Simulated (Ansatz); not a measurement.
# Mending a single-point calculation on Sb

System: Sb (R-3m, 2 atoms in the cell).
Method of the first run: DFT, r2SCAN, plane waves, norm-conserving potentials, spin-orbit coupling (Ansatz 0.2.0).

The structure is a generated one, with these elements put on the sites of a known structure type; it need not be a known phase. Text and figures count atoms from 1; the logs count them from 0 in places.

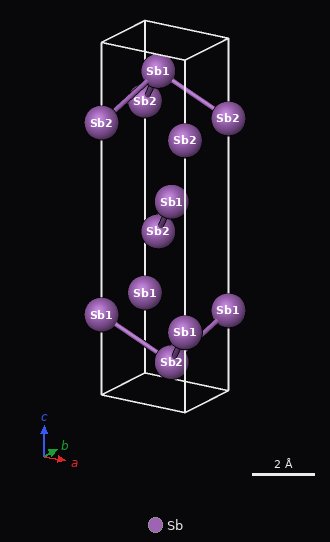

Fig. 1: The input geometry (ball-and-stick view of the cell 3 times as large as that of the calculation, set on its symmetry axes, seen slightly off an axis; atoms are numbered from 1 in the order of the input).

**Input file, the first run**
```yaml
crystal:
  lattice:
    - [2.101509, 3.639915, 0.0]
    - [-2.101509, 3.639915, 0.0]
    - [0.0, -2.42661, 3.890786]
  atoms:
    - { symbol: Sb, position: [0.22764, 0.22764, 0.68292] }
    - { symbol: Sb, position: [0.77236, 0.77236, 0.31708] }
  symmetry: { tolerance: 0.0003 }
kpoints:
  mp_grid: { grid: [5, 5, 5], shift: [0, 0, 0] }
magnetization:
  spin_polarized: true
  spin_orbit: true
scf:
  occupations: { method: fermi_dirac }
  max_iter: 100
hamiltonian:
  pseudopotentials: { kind: nc }
  xc: r2scan
basis:
  ecutwfc: 500
output:
  forces: true
  stress: true
  eigenvalues: true
```

Command:
```bash
ansatz run input.yaml --threads 1 --pin off --max-ram 2560MiB --backend cpu --events-out ev --progress --plain --runs-dir out
```

Hardware: 1 CPU thread, shared host.

**Output (the first run)**
```
Error: 2 input errors — fix all and re-run
  1. inconsistent input (magnetization.spin_orbit, magnetization.noncollinear): true requires noncollinear: true — spin–orbit coupling acts on 2-spinor wavefunctions; set both flags
  2. inconsistent input (magnetization.spin_orbit, hamiltonian.pseudopotentials.kind): true requires a fully-relativistic hamiltonian.pseudopotentials.kind (nc_fr or paw_fr), or kind: all_electron without datasets and azcp, which then solves Dirac's equation on LAPW. paw_fr resolves this project's PAW files (source: ansatz) by j as it reads them
```

Diagnose this run and give a change of the input that cures it.

Answer. The input was spoiled on purpose: spin-orbit coupling on scalar files (`magnetization` and `hamiltonian.pseudopotentials`). The program refused the input: “2 input errors — fix all and re-run 1. inconsistent input (magnetization.spin_orbit, magnetization.noncollinear): true requires noncollinear: true — spin–orbit coupling acts on 2-spinor wavefunctions; set both flags 2 …”

A run of the same system that converges differs from this input as follows (lines with − go, lines with + come):
```diff
-  spin_polarized: true
-  spin_orbit: true
+  spin_polarized: false
-  max_iter: 100
-  pseudopotentials: { kind: nc }
+  pseudopotentials: { kind: paw }
```

**Output, shortened to warnings, some set-up lines, iterations and results (the second run)**
```
Warning: crystal.lattice misses the space group found at crystal.symmetry.tolerance 3.0e-4 in a digit that the deck types, which is why this is a warning: making the lattice exact moves one of its numbers by a whole unit of that number's last typed decimal, or more. The operation that it misses by the most changes a squared length by the fraction 2.55e-6. The run uses the lattice that is a …
Basis set: ecut = 500 eV, 1545 PW (Γ), exchange–correlation on 128×128×144 points (64 copies of the dense FFT grid, shifted against one another)
Symmetry: 12 space group operations
k-points: 19 of 125
Initial density: superposition of atomic densities (neutral atoms: chi_scale 0, normalization atom), corrected by the library's trained network
[...]
SCF iter   1: F=—  HF=-12998.175440 eV  |F-HF|=—  |Δ(HF+E_count)|=         —  Δρ=4.36e-3  dr2=4.65e-3  dr2_τ=2.58e-3  ethr=1.77e-3  ⟨swp⟩=6.1  Hψ=1885  notcnv=0
SCF iter   2: F=—  HF=-12998.189618 eV  |F-HF|=—  |Δ(HF+E_count)|=   1.42e-2  Δρ=2.42e-3  dr2=1.74e-3  dr2_τ=2.81e-5  ethr=1.55e-5  ⟨swp⟩=2.8  Hψ=855  notcnv=0
SCF iter   3: F=—  HF=-12998.190461 eV  |F-HF|=—  |Δ(HF+E_count)|=   8.43e-4  Δρ=6.40e-4  dr2=1.65e-4  dr2_τ=7.55e-6  ethr=5.82e-6  ⟨swp⟩=2.2  Hψ=448  notcnv=0
SCF iter   4: F=—  HF=-12998.190496 eV  |F-HF|=—  |Δ(HF+E_count)|=   3.45e-5  Δρ=1.37e-4  dr2=1.32e-5  dr2_τ=1.77e-7  ethr=5.50e-7  ⟨swp⟩=3.0  Hψ=647  notcnv=0
SCF iter   5: F=—  HF=-12998.190495 eV  |F-HF|=—  |Δ(HF+E_count)|=   2.38e-7  Δρ=4.60e-5  dr2=1.73e-6  dr2_τ=2.84e-8  ethr=4.41e-8  ⟨swp⟩=2.0  Hψ=455  notcnv=0
SCF iter   6: F=-12998.190496 eV  HF=-12998.190496 eV  |F-HF|=2.57e-8  |Δ(HF+E_count)|=   4.39e-7  Δρ=1.12e-5  dr2=9.69e-8  dr2_τ=3.35e-9  ethr=3.33e-10  ⟨swp⟩=4.5  Hψ=1720  …
SCF 1 converged in 6 iterations: F = -12998.190496 eV  dr2 = 9.69e-8
SCF converged after 6 iterations
Free energy (F): -12998.190496 eV
Harris-Foulkes:  -12998.190496 eV  (|F-HF|=2.57e-8)
Internal energy: -12998.177398 eV  (E = F + TS)
E sigma→0 (E₀):  -12998.183947 eV
Entropy (-TS):   -0.013098 eV (-6.549 meV/atom)
Fermi energy:    10.532034 eV
--- Per-component energies (eV) ---
  E_band       = -354.601992
  E_kinetic    = 414.228519
  E_local      = -3212.130700  (includes V_loc(G=0)·N_el)
  E_nonlocal   = 726.386231
  E_hartree    = 1461.545465
  E_xc         = -255.272858
  E_vxc        = -206.330535  (∫ρ·V_xc dr)
  E_paw        = -9203.981331  (= ΣΔE_a)
  E_vpaw       = -1013.715115  (= ΣTr[D̂ρ^β])
  E_aug_tail   = -0.000001  (compensation charges beyond the density's cutoff)
  E_vtau       = 13.877476  (kinetic-family band-sum trace: ∫τ·v_τ [+ j·A + Jᵃ·Aᵃ] dr)
  E_ewald      = -2929.964796
  E_core_change = 1.012074  (= ΣΔE_core)
  E_smearing   = -0.013098  (= −TS)
  E_closure    = 0.000000  (closes the sum)
  Σ components = -12998.190496   (vs F -12998.190496, Δ=0.00e0)
--- Forces (eV/Å), atoms counted from 1 ---
  atom   1  Sb     0.00000000    -0.00000000     0.75830925
  atom   2  Sb    -0.00000000     0.00000000    -0.75830925
  max |Σ_I F_I| component: 1.85e-17 eV/Å
--- Stress (GPa, compression-positive) ---
        6.552953       0.000000       0.000000
        0.000000       6.552953       0.000000
        0.000000       0.000000       3.763705
  P = ⅓ Tr σ = 5.6232 GPa (56.232 kbar)
```

**The two runs side by side**

| quantity | the first run | the second run |
| --- | --- | --- |
| outcome | refused | converged |
| free energy per atom (eV) | – | −6499.0952 |
| pressure (GPa) | – | 5.62 |
| volume per atom (Å³) | – | 29.76 |
| largest force (eV/Å) | – | 0.758 |
| SCF iterations | – | 6 |
| irreducible k-points | – | 19 |
| plane waves at Γ | – | 1545 |

Notes on the second run: The program warns: the structure was made exactly symmetric. The cell is under a pressure of 5.6 GPa at this level, so it is not at its equilibrium volume.
